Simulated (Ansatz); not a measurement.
Given this structure, the input geometry of an electronic-structure calculation (not necessarily at equilibrium); the starting structure was generated, so it need not be a known form of this composition, written in its standard cell:

```
Pd
1.0
     2.79442    0.00000    0.00000
    -1.39721    2.42004    0.00000
     0.00000    0.00000    4.69097
Pd
2
Cartesian
  0.0000 1.6134 1.1727
  1.3972 0.8067 3.5182
```

### Predict the [100] zone-axis pattern (100 kV, kinematic, B = 1 Å²).

The spots form a rectangular net whose two shortest vectors correspond to d = 4.69 Å and 2.42 Å, 90.0° apart. They are 0 0 1 (itself extinct) and 0 1 0. The pattern has symmetry 2mm. A screw axis and a glide plane both extinguish reflections such as 0 0 1, 0 0 3, 0 0 5; reflections such as 0 3 -1, 0 3 1, 0 3 -3 are allowed by the space group but vanish because the atoms sit on special positions.

Strongest reflections with d > 0.80 Å, one of each family (|F|² from tabulated Gaussian fits of the electron scattering factors, times a small damping for the curvature of the Ewald sphere):

| hkl | d (Å) | I (strongest = 100) |
| --- | --- | --- |
| 0 0 2 | 2.345 | 100 |
| 0 1 1 | 2.151 | 66 |
| 0 1 0 | 2.420 | 26 |
| 0 1 3 | 1.313 | 22 |
| 0 0 4 | 1.173 | 21 |
| 0 2 1 | 1.172 | 16 |

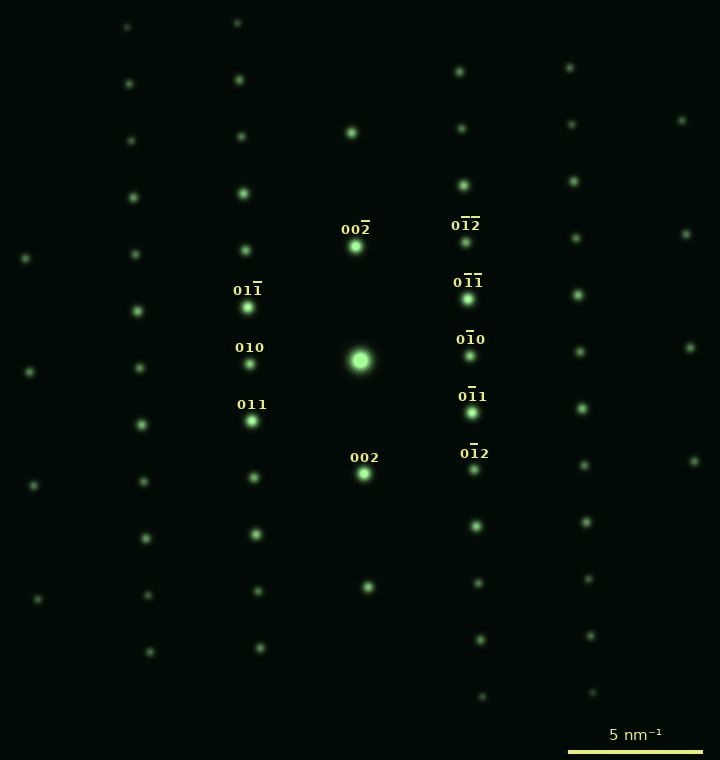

Calculated pattern, seen from the source side with [100] pointing towards the source.
